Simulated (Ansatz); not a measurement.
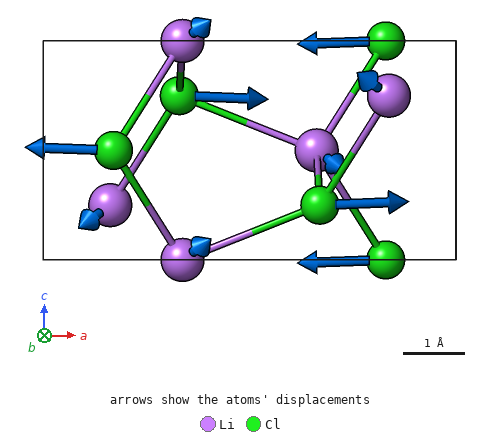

One vibrational mode of crystalline LiCl (a generated structure) at the zone centre. Displacements are drawn as blue arrows; their common scale and sign are arbitrary. A ball-and-stick model of the cell of the calculation, seen along the b axis.

All numbers below come from DFT PBE, scalar-relativistic, plane waves, PAW (Ansatz). Set-up: plane-wave cutoff 420 eV; k-point mesh 4 × 4 × 6; occupations fixed; no spin polarisation.

Frequencies are those without the non-analytic (LO–TO) term.

### Give the symmetry, activity and frequency of this mode.

This is the E mode (doubly degenerate; one member of the set is drawn) at 160 cm⁻¹, optical level 6 of 16, counted from below, infrared- and Raman-active by symmetry. The kinetic energy is shared as Cl 96 %, Li 4 %. Its infrared intensity is 0.23 (D/Å)²/amu for the set.
